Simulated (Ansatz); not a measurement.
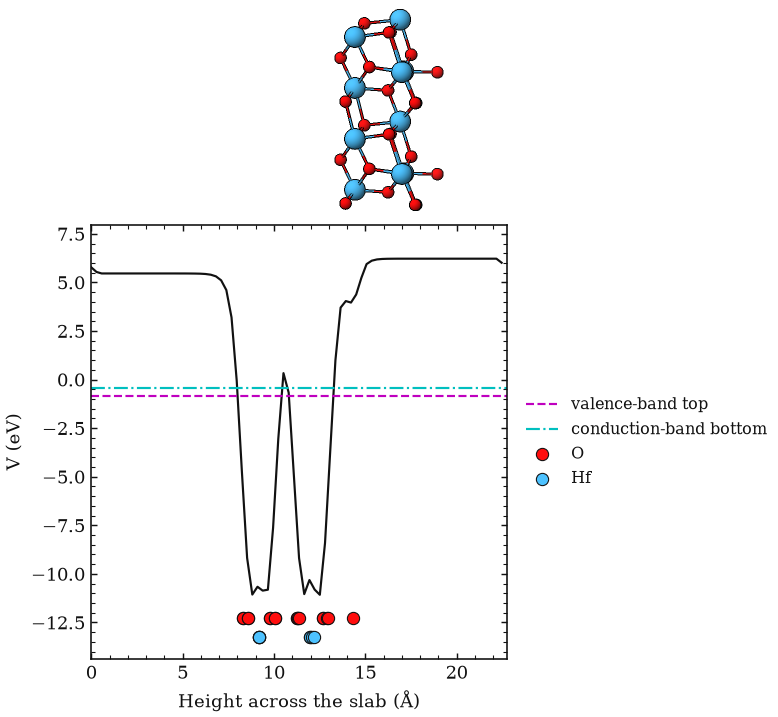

Plane-averaged electrostatic potential energy of an electron across the slab; circles at the bottom mark the heights of the atoms. The structure is drawn too.

System: a (101) slab cut from HfO₂ (P4_2/nmc), of composition Hf₈O₁₇ (not the bulk's), ended by O planes, 25 atoms in the cell, the whole at its places in the relaxed adsorbed structure.

Ansatz 0.2.0; DFT PBE+D3(BJ), scalar-relativistic, plane waves, PAW, spin-polarised, 2×3×1 k mesh, 420 eV cutoff.

**What are the ionisation potential and the electron affinity of the slab?**

From the vacuum level at the right face the ionisation potential is 7.05 eV and the electron affinity 6.66 eV; at the left face they are 6.29 and 5.90 eV. The slab's gap, their difference before rounding, is 0.39 eV.

**How thick are slab and vacuum?**

The outermost atoms are 6.0 Å apart, which leaves 16.7 Å of vacuum in a cell 22.7 Å high.

**Do the two faces differ, and what does that say about the slab's dipole?**

The vacuum level is 0.76 eV higher at the right than at the left, so the slab carries a dipole along its normal; the ramp in the vacuum, at or near the edge of the plot, is the dipole correction that keeps each side flat.

The atoms aren't at rest in this cell (largest force 2.0 eV/Å), so the relaxed material can differ. Spin-orbit coupling is left out, which matters for Hf.
